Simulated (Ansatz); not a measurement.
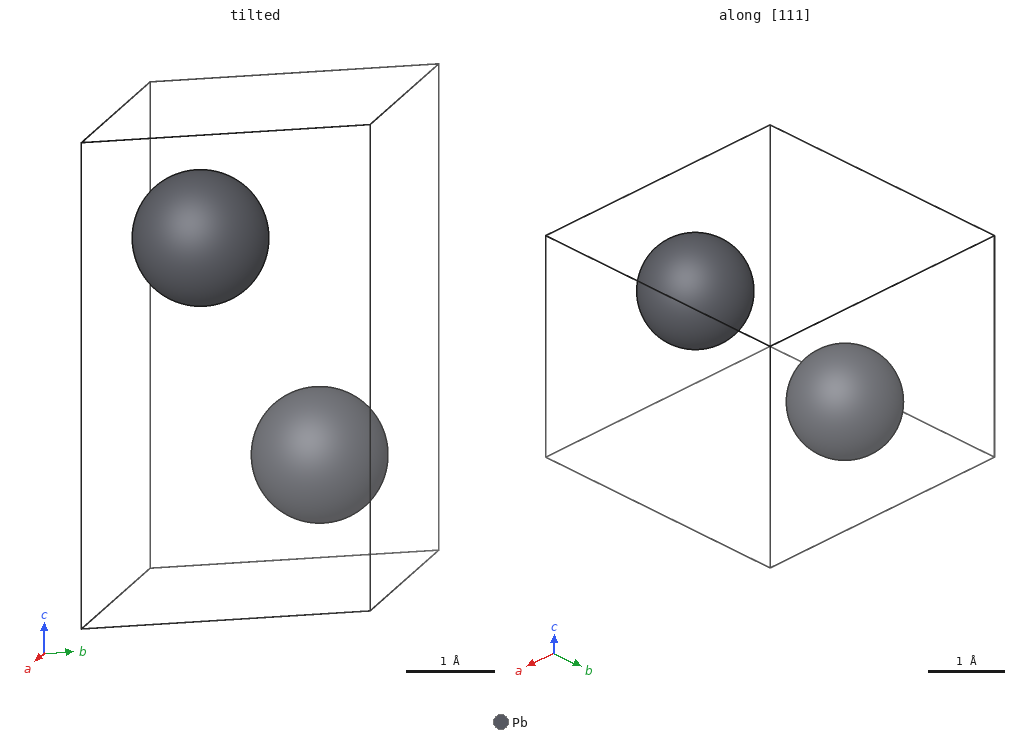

A spheres-only rendering, viewed slightly off an axis and along [111]. One conventional unit cell is framed, with atoms on its boundary repeated. Cell: a = 3.440 Å, b = 3.440 Å, c = 5.671 Å, α = 90.00°, β = 90.00°, γ = 120.00°.

Caption:

- The element is lead.
- The atoms follow space group P6_3/mmc (No. 194); the Bravais lattice is primitive hexagonal.
- In terms of structure types, this is hexagonal close-packed (Mg type).
- The cell holds two atoms.
- Each Pb has twelve Pb in an anticuboctahedral arrangement at about 3.4 Å.

Its origin is a structure listed in the Materials Project. The cell was then strained or its atoms displaced on purpose. It went into a calculation with Ansatz.

At this level of theory the cell isn't at rest (compressed, at 5 GPa), so its distances can differ from those at equilibrium, the more so the softer the solid.
